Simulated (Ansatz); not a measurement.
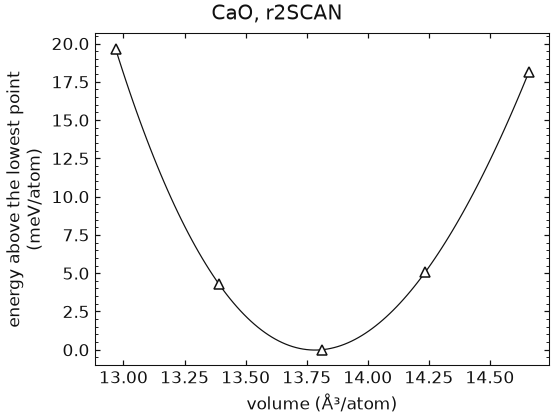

Plotted: energy above the lowest point against volume for CaO, space group Fm-3m (No. 225) (one of a set of cubic test structures, which need not be the stable phase).

Calculation (Ansatz 0.2.0 development build): equation of state of a cubic crystal from periodic Kohn-Sham density functional theory without spin, third-order Birch-Murnaghan fit to the free energies; pressure corrected for the finite basis. Level: r2SCAN.

- structure type: rock salt
- atoms in cell: 2
- space group number: 225
- lattice centring: face-centred primitive
- k mesh: 12×12×12
- occupation method: Fermi–Dirac
- occupation width: 0.1 eV
- wave cutoff: 500 eV
- datasets: soft-1 PAW
- density tolerance: 1e−07 eV
- bands: 12
- density cutoff ratio: 4
- search for lower states: default

From this curve and the settings, what does the calculation give for the pressure at the same points?

The pressure falls from 8.2 GPa at volume 12.97 Å³/atom to −6.3 GPa at 14.66 Å³/atom, and changes sign near 13.79 Å³/atom.

| volume (Å³/atom) | pressure (GPa) |
| --- | --- |
| 12.97 | 8.2 |
| 13.39 | 3.6 |
| 13.81 | −0.2 |
| 14.24 | −3.5 |
| 14.66 | −6.3 |
